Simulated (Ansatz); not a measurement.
## Electronic structure of MnSb in real space

Input

```
crystal:
  lattice:
    - [0.0, 2.767478225, 2.85091632]
    - [2.767478225, 0.0, 2.85091632]
    - [2.767478225, 2.767478225, 0.0]
  atoms:
    - { symbol: Mn, position: [0.0, 0.0, 0.0], spin: 3.8, spin_axis: [0.70710678, -0.70710678, 0.0] }
    - { symbol: Sb, position: [0.5, 0.5, 0.5] }
magnetization:
  noncollinear: true
  spin_orbit: true
kpoints:
  mp_grid: { grid: [9, 9, 9] }
scf:
  occupations: { method: fermi_dirac, width: 0.025 }
  convergence: { dr2_threshold: 1.0e-09 }
  max_iter: 120
  lower_state_search: "off"
hamiltonian:
  xc: pbe
  pseudopotentials: { kind: paw_fr }
output:
  eigenvalues: false
  hubbard: { sites: [{ species: Mn, l: d }] }
  write_density: true
  write_potential: true
  elf: true
  volumetric_format: npy
```

Launched as:

```sh
ansatz run input.yaml --threads 3 --pin off --max-ram 6144MiB --backend cpu --events-out ev --progress --plain --runs-dir out
```

Space group I4/mmm; a structure from a database of computed crystals, not necessarily the ambient phase.

These are results of DFT, PBE, PAW with Ansatz's default frozen-core files, fully relativistic files with spin-orbit coupling in Ansatz 0.2.0, not measurements.

In a PAW calculation such maps are meaningful between the atoms, not at the nuclei.

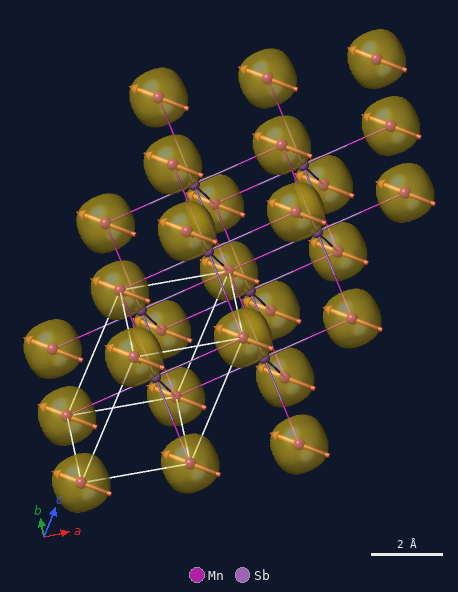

Figure 1. Isosurface of the size of the magnetisation density at 0.3 e/Å³ (yellow), with the spin moments of the magnetic sites as arrows; seen at an oblique angle.

Question: Describe the magnetic structure.

Answer: Spin moments: Mn 3.5 μB. There is one magnetic site in the cell, along [−1 1 0] of the cell.

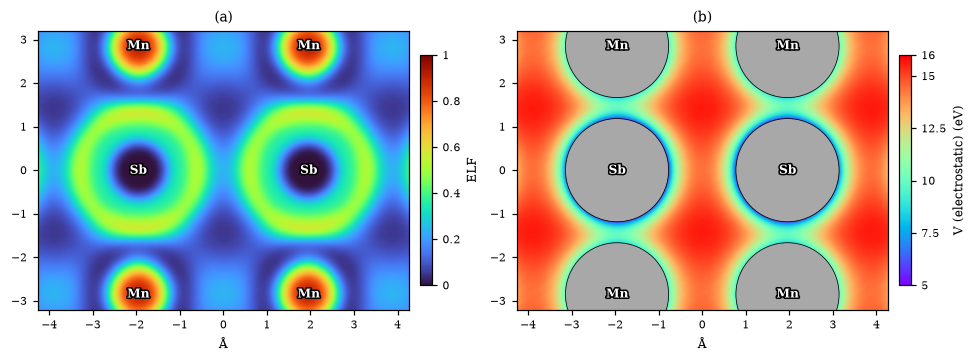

Figure 2. (a) electron localisation function; (b) electrostatic potential (local pseudopotential plus Hartree) felt by an electron on the (11̄0) plane of the calculation cell. Grey discs cover the atomic cores in the potential map.

Question: What do the fields say about this system?

Answer:
- Atoms in the plane: Mn and Sb.
- Mn–Sb (2.85 Å): the ELF reaches about 0.55 near the midpoint.
- The features right at Mn lie inside the PAW spheres, where the map follows smoothed inner orbitals and isn't to be read closely.
- Outside the cores the potential energy rises away from the atoms and is highest about 2.4 Å from the nearest atoms; its zero is arbitrary.

Question: Does the calculation give a band gap?

Answer: It is gapless in this calculation (a metal or semimetal).
